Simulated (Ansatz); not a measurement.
A series of calculations on Cu

## 1. Relaxation

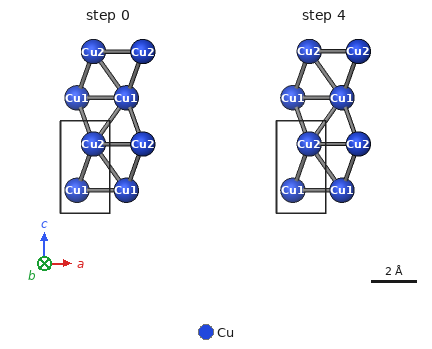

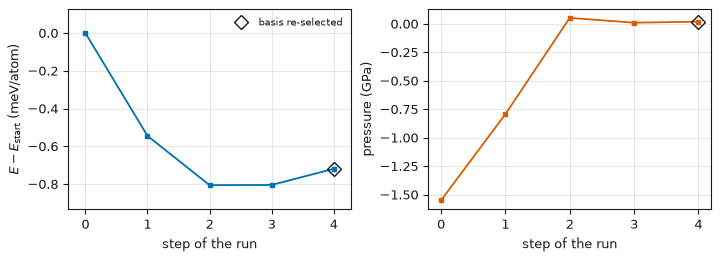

First and last geometry of a relaxation of solid Cu (set up in P6_3/mmc), with the history of the run. The picture is a ball-and-stick view of the cell of the calculation, repeated 2 × 1 × 2 with one cell outlined, seen along the b axis.

Theory: DFT PBEsol, scalar-relativistic, plane waves, PAW in Ansatz.

Input
```yaml
crystal:
  lattice:
    - [2.5340966698, 0.0, 0.0]
    - [-1.2670483349, 2.1945920917, 0.0]
    - [0.0, 0.0, 4.112571]
  atoms:
    - { symbol: Cu, position: [0.33333333, 0.66666667, 0.25] }
    - { symbol: Cu, position: [0.66666667, 0.33333333, 0.75] }
basis:
  ecutwfc: 420
kpoints:
  mp_grid: { grid: [18, 18, 10] }
hamiltonian:
  xc: pbesol
scf:
  occupations: { method: gaussian, width: 0.1 }
output:
  forces: true
  stress: true
  eigenvalues: true
relax:
  adjacent_minimum: "off"
  f_tol: 0.005
  max_steps: 80
  cell: { stress_tol: 0.05 }
```

Launched with:
```bash
ansatz run input.yaml --threads 2 --pin off --max-ram 5120MiB --backend cpu --events-out ev --progress --plain --runs-dir out
```

> Did the run converge, and what did it change?

It converged. The energy falls by 0.7 meV per atom in 3 accepted moves (4 points after the start). All forces vanish by symmetry, so only the cell relaxes. The pressure goes from −1.55 to 0.02 GPa. At 1 point the geometry stayed and the basis and grid were re-selected for the new cell (energy shift of 0.1 meV per atom at most each time). No atom moves by more than 0.005 Å relative to the cell. Cell: a = b 2.534 → 2.521 Å (−0.5 %), c 4.113 → 4.117 Å (+0.1 %). Volume −1.0 %. Among the contacts that change: Cu1–Cu1 2.534 → 2.521 Å. The space group stays P6_3/mmc (No. 194).

## 2. A change

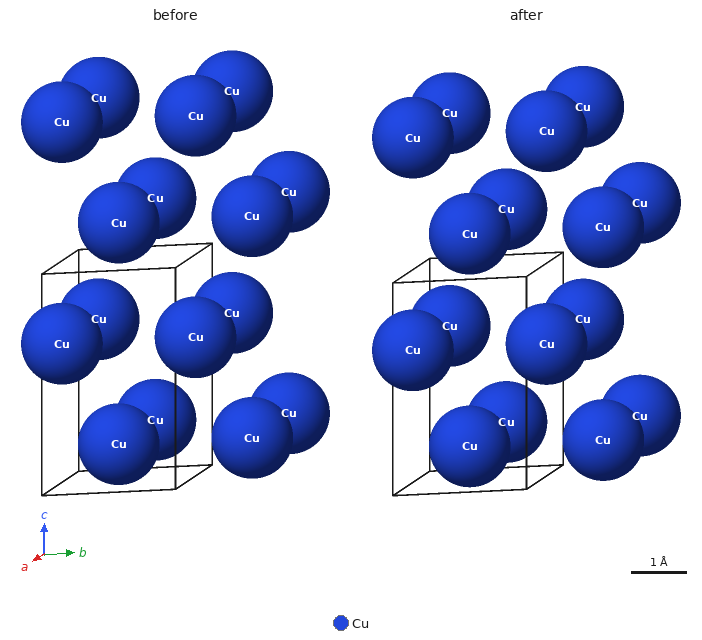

Left: a crystal of Cu (set up in P6_3/mmc). Right: the same structure after one change, at the same scale. A spheres-only model of the cell of the calculation, repeated 2 × 2 × 2 with one cell outlined, seen slightly off an axis.

Theory: Ansatz 0.2.0, DFT PBEsol, scalar-relativistic, plane waves, PAW. Settings: plane-wave cutoff 420 eV; k-point mesh 24 × 24 × 12; occupations gaussian; smearing width 0.1 eV; no spin polarisation.

**What was changed?**

Strain along c alone, −4.0 %, is applied. Symmetry leaves the atoms no freedom, so this is a single point.

**How do the computed properties respond?**

Some distances before and after: Cu–Cu 2.521 → 2.454 to 2.521 Å. The space group stays P6_3/mmc (No. 194). It costs 20.2 meV per atom. Pressure: 0.0 GPa before, 7.9 GPa after. The principal stresses (compression positive) are 14.5 GPa along c and 4.6 GPa across it. All forces vanish by symmetry.

## 3. Series

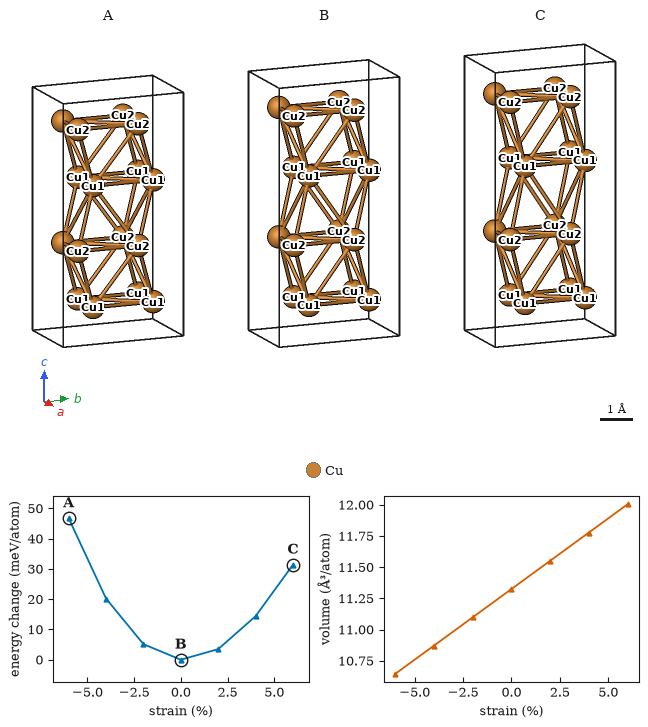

Members of a series of calculations on a crystal of Cu (set up in P6_3/mmc), marked on the first curve. A ball-and-stick model of the cell of the calculation, repeated to show the pattern, seen slightly off an axis.

Level of theory: DFT PBEsol, scalar-relativistic, plane waves, PAW (Ansatz). Set-up: plane-wave cutoff 420 eV; k-point mesh 24 × 24 × 12; occupations gaussian; smearing width 0.1 eV; no spin polarisation.

### Describe the series.

Strain along c alone, the other axes held, atoms relaxed. A (strain −6.0 %): energy change 46.7 meV/atom, volume 10.65 Å³ per atom. B (strain 0.0 %): energy change 0.0 meV/atom, volume 11.32 Å³ per atom. C (strain 6.0 %): energy change 31.4 meV/atom, volume 12.00 Å³ per atom. The rest compares A with C. The drawn cell changes as follows: a = b unchanged at 5.041 Å, c 7.739 → 8.727 Å (+12.8 %); the volume changes by +12.8 %. Among the bonded contacts that change: Cu–Cu 2.421 → 2.623 Å.
